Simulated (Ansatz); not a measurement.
# Ta5N: what the fields show

The calculation's input:

```
crystal:
  lattice:
    - [-1.6254240814, 1.6254240814, 9.0939595823]
    - [1.6254240814, -1.6254240814, 9.0939595823]
    - [1.6254240814, 1.6254240814, -9.0939595823]
  atoms:
    - { symbol: Ta, position: [0.6131857301, 0.6131857301, 0.0] }
    - { symbol: Ta, position: [0.3868142699, 0.3868142699, 0.0] }
    - { symbol: Ta, position: [0.0, 0.0, 0.0] }
    - { symbol: Ta, position: [0.2040264177, 0.2040264177, 0.0] }
    - { symbol: Ta, position: [0.7959735823, 0.7959735823, 0.0] }
    - { symbol: "N", position: [0.5, 0.5, 0.0] }
basis:
  ecutwfc: 500
kpoints:
  mp_grid: { grid: [14, 14, 14] }
  band_path:
    path:
      - [[0.0, 0.0, 0.0], [0.0, 0.0, 0.5], [0.25, 0.25, 0.25], [0.0, 0.5, 0.0], [0.0, 0.0, 0.0], [0.5, 0.5, -0.5], [0.2579867, 0.7420133, -0.2579867]]
      - [[-0.2579867, 0.2579867, 0.2579867], [0.0, 0.0, 0.0]]
      - [[0.0, 0.0, 0.5], [-0.0159734, 0.0159734, 0.5]]
      - [[0.5, 0.5, -0.0159734], [0.5, 0.5, -0.5]]
    npoints: 14
hamiltonian:
  xc: r2scan
scf:
  occupations: { method: gaussian, width: 0.1 }
  n_extra_bands: 15
output:
  forces: true
  stress: true
  eigenvalues: true
  populations: true
  dos: { projected: true, de: 0.02, nscf_kmesh: { grid: [17, 17, 17] } }
  bader: true
  write_density: true
  write_potential: true
  elf: true
  volumetric_format: npy
```

Launched as:

```sh
ansatz run input.yaml --threads 1 --pin off --max-ram 2560MiB --backend cpu --events-out ev --progress --plain --runs-dir out
```

Below, planes, directions and counts refer to the conventional cell (a = 3.25 Å, b = 3.25 Å, c = 18.19 Å, α = 90.00°, β = 90.00°, γ = 90.00°).

Space group I4/mmm; a generated structure, not necessarily the stable one; computed pressure about −3 GPa in this cell.

Method: Ansatz, DFT r2SCAN, scalar-relativistic, plane waves, PAW.

Core electrons are frozen (PAW), and the valence fields are smoothed inside the atomic spheres.

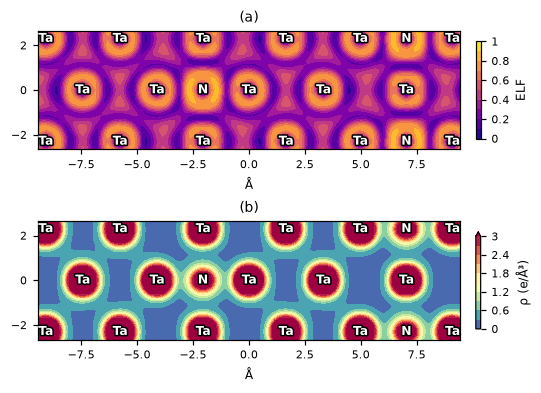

Figure 1. (a) ELF; (b) valence charge density (pseudo) on the (110) plane of the conventional cell.

### Interpret the plot.

The plane passes through Ta and N nuclei. Ta–N (2.06 Å): ρ is about 0.77 e/Å³ halfway; the ELF peaks at about 0.85 in the valence shell of N, 0.6 Å from its nucleus, and drops to about 0.20 between the two atoms (no localised pair shows between them). Ta–Ta (2.83 Å): ρ at the midpoint is about 0.32 e/Å³; the ELF is about 0.30 at the midpoint. Ta–N (2.30 Å): ρ is about 0.41 e/Å³ halfway; the ELF peaks at about 0.80 in the valence shell of N, 0.6 Å from its nucleus, and is about 0.10 at the midpoint; no localised pair shows between them. Ta–Ta (3.09 Å): ρ is about 0.24 e/Å³ halfway; the ELF is about 0.30 at the midpoint: no shared electron pair shows on this line. Between the atoms the lowest density in this plane is 0.18 e/Å³. The features right at Ta lie inside the PAW spheres, where the map follows smoothed inner orbitals and isn't to be read closely.

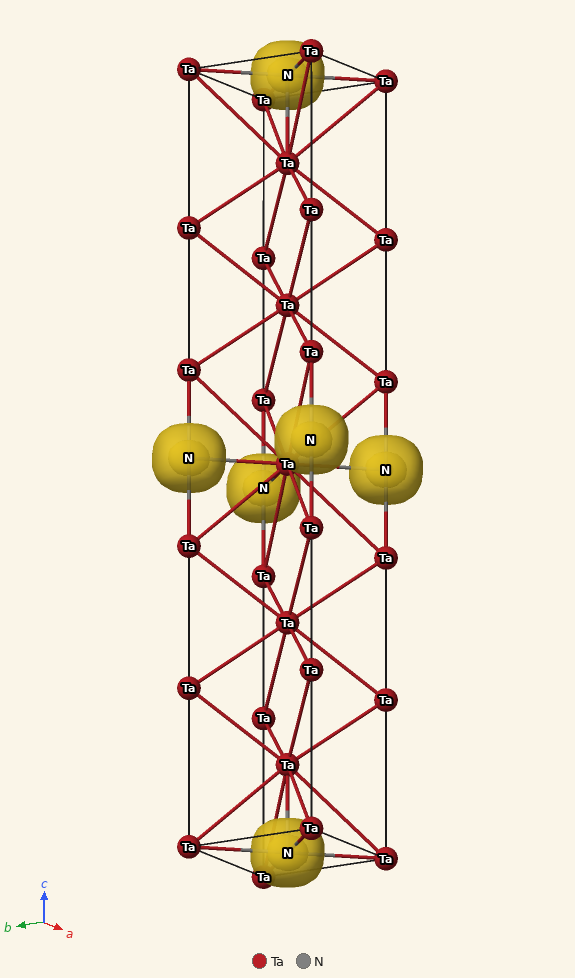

Figure 2. Isosurface of the electron localisation function at 0.7 (yellow), seen at an oblique angle. Only the valence region is drawn (cores and ρ < 0.01 e/Å³ removed). Sticks mark near contacts.

### Identify the bonds, lone pairs and shells in this picture.

At this value the surface marks out two regions wrapped around N (the valence shell of each), counted in one cell of 12 atoms. Any copies at cell faces, edges or corners count once.

### What Bader charges does the calculation give?

Electrons move from Ta towards N. Bader charges: Ta +0.02 to +1.08 and N −1.90 e.

### Does the calculation make it a metal, or give it a gap?

It is gapless in this calculation (a metal or semimetal); semilocal functionals without U, or without the true magnetic order, often close the gap of such compounds.
